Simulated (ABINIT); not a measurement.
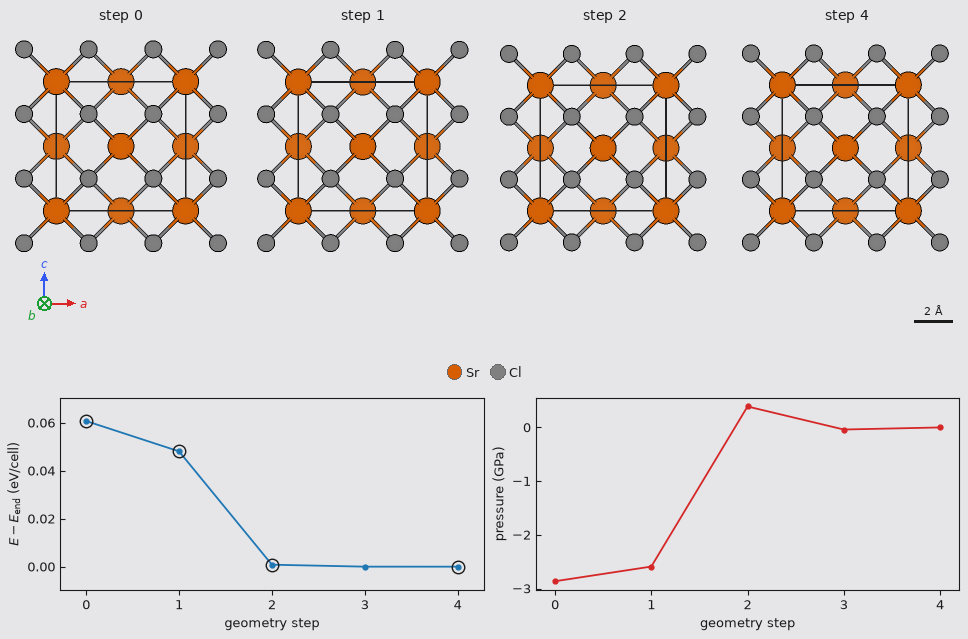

Frames of a relaxation of solid SrCl$_{2}$ (set up in Fm-3m), marked on the history of the run. A ball-and-stick model of the conventional cell (4 times the calculation's cell), seen along the b axis. Lengths and directions refer to the drawn axes.

The run lets cell and atoms move.

Computed with ABINIT, Kohn-Sham DFT of a periodic cell, LDA, PseudoDojo NC SR LDA v0.4 stringent.

The input:
```
# Pseudopotentials
pp_dirpath "./"
pseudos "Sr.upf, Cl.upf"

# Structure
acell 3*1.0 Angstrom
rprim
     0.0000000000     3.4883500000     3.4883500000
     3.4883500000     0.0000000000     3.4883500000
     3.4883500000     3.4883500000     0.0000000000
ntypat 2
znucl 38 17
natom 3
typat 1 2 2
chkprim 0
chksymtnons 0
tolsym 1.0e-6
xred
            0.0            0.0            0.0
            3/4            3/4            3/4
            1/4            1/4            1/4

# Plane-wave basis
ecut 34.0
ecutsm 0.5

# k points
kptopt 1
ngkpt 5 5 5
nshiftk 1
shiftk 0.0 0.0 0.0

# Exchange and correlation
ixc 7

# Bands and occupations
nband 16
occopt 3
tsmear 0.00183747

# SCF cycle
nstep 80
tolvrs 1.0e-12

# Output
iomode 3
prteig 0
prtebands 0
prtwf 0
prtden 0

# Relaxation
ionmov 2
optcell 2
ntime 50
tolmxf 2.0e-5
dilatmx 1.08
```

Run as
```bash
abinit run.abi > log 2>&1
```

> What happens along the run?

No atom moves by more than 0.005 Å relative to the cell. The volume changes by −7.4 %, with a = b = c 6.977 → 6.799 Å (−2.5 %). Among the contacts that change: Cl–Sr 3.021 → 2.944 Å. The space group stays Fm-3m (No. 225). Over 4 geometry steps the energy falls by 60.7 meV per cell of the calculation. All forces vanish by symmetry, so only the cell relaxes. The pressure goes from −2.86 to 0.00 GPa. From step 0 to 1: volume −0.9 %, energy −12.6 meV per cell of the calculation. From step 1 to 2: volume −7.4 %, energy −47.3 meV per cell of the calculation. From step 2 to 4: volume +0.9 %, energy −0.8 meV per cell of the calculation.

```csv
step,"E − E(0), meV/atom","pressure, GPa","volume, Å³/atom"
0,0.00,-2.86,28.299
1,-4.21,-2.59,28.052
2,-19.97,0.39,25.965
3,-20.24,-0.04,26.215
4,-20.24,0.00,26.192
```
